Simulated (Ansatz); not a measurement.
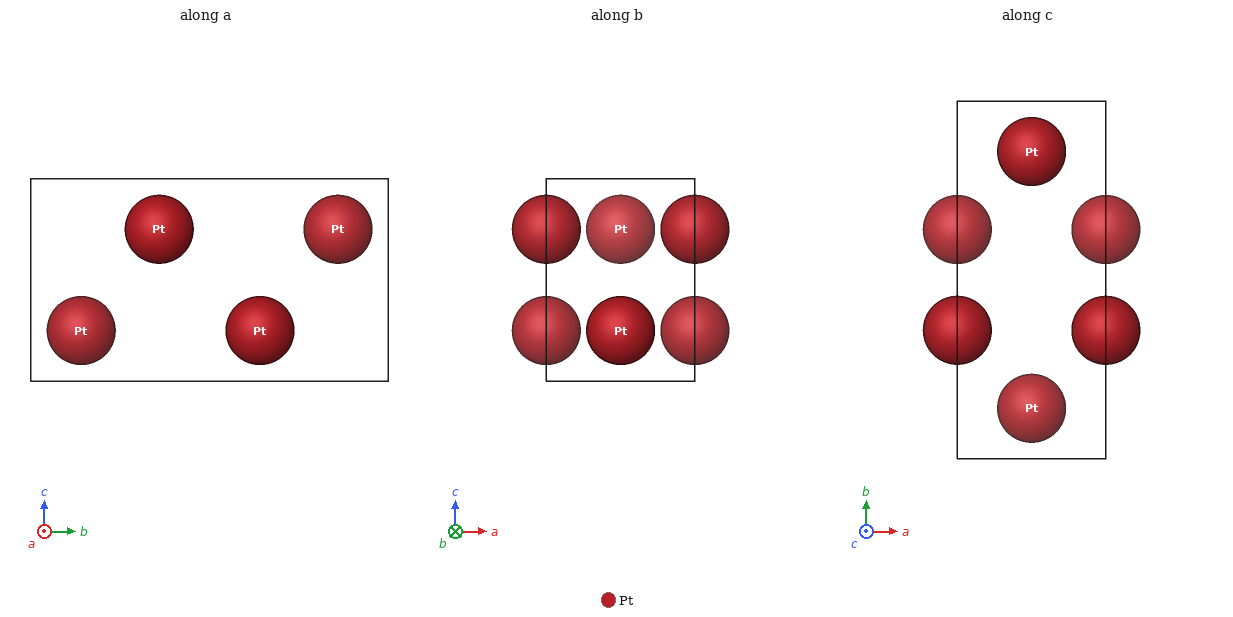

Shown here is a spheres-only view of the crystal, taken along the a axis, along the b axis and along the c axis. Lines trace the edges of the conventional unit cell.

Lattice parameters: a = 2.7662 Å, b = 6.6588 Å, c = 3.7716 Å, α = 90.000°, β = 90.000°, γ = 90.000°.

### Give the structure in the form of a CIF in P1 with every atom of the cell, with free fractional coordinates to two decimals.

```cif
data_structure
_symmetry_space_group_name_H-M 'P 1'
_symmetry_Int_Tables_number 1
_cell_length_a 2.7662
_cell_length_b 6.6588
_cell_length_c 3.7716
_cell_angle_alpha 90.000
_cell_angle_beta 90.000
_cell_angle_gamma 90.000
_cell_volume 69.47
loop_
_atom_site_label
_atom_site_type_symbol
_atom_site_fract_x
_atom_site_fract_y
_atom_site_fract_z
_atom_site_occupancy
Pt1 Pt 0.50 0.14 0.25 1
Pt2 Pt 0.00 0.36 0.75 1
Pt3 Pt 0.00 0.64 0.25 1
Pt4 Pt 0.50 0.86 0.75 1
```

The initial geometry was a structure type filled with this element by a generator (whether the element takes this form wasn't checked). Earlier steps of the study may have refined or changed the cell and positions. A calculation with Ansatz used it as input.

At this level of theory the cell isn't at rest (stretched, at -8 GPa), so its distances can differ from those at equilibrium, the more so the softer the solid.
